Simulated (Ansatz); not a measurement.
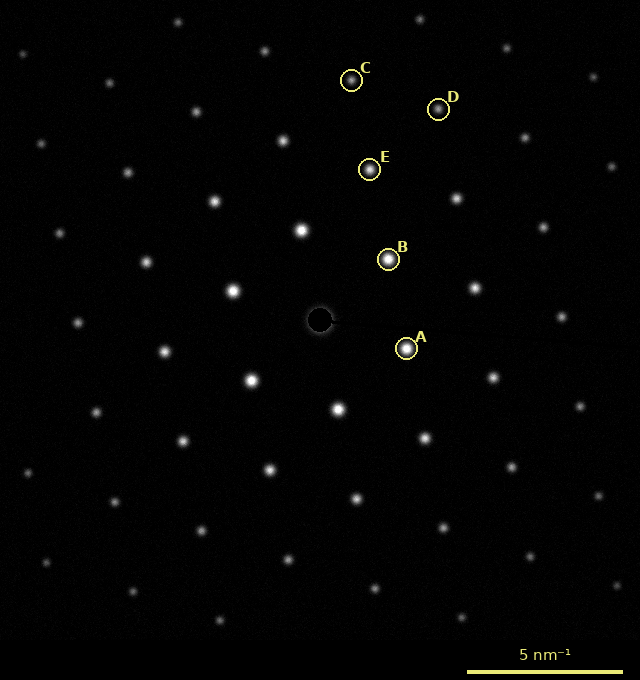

Kinematic zone-axis pattern, calculated for 200 keV electrons with B = 1 Å². The zone axis points towards the electron source and the pattern is seen from the source side.

C, space group P6/mmm (No. 191), a = 6.744 Å, c = 1.284 Å (hexagonal axes). Structure: coordinates from a relaxation with DFT, BLYP, plane waves (420 eV) with PAW, scalar-relativistic in Ansatz; the starting structure was generated, so it need not be a known form of this composition.

Spot A is indexed -2 1 0 and spot B -1 -1 0.

**Give hkl for C, D, E.**

C = −2A + 3B = 1 -5 0 (d = 1.275 Å). D = −A + 3B = -1 -4 0 (d = 1.275 Å). E = −A + 2B = 0 -3 0 (d = 1.947 Å).

**Which zone axis is this?**

The cross product of A and B is parallel to [001]; every spot obeys hu + kv + lw = 0.

**What are the spacings of A and B and the angle between them?**

d(A) = 3.372 Å, d(B) = 3.372 Å, and the angle is 60.0°.
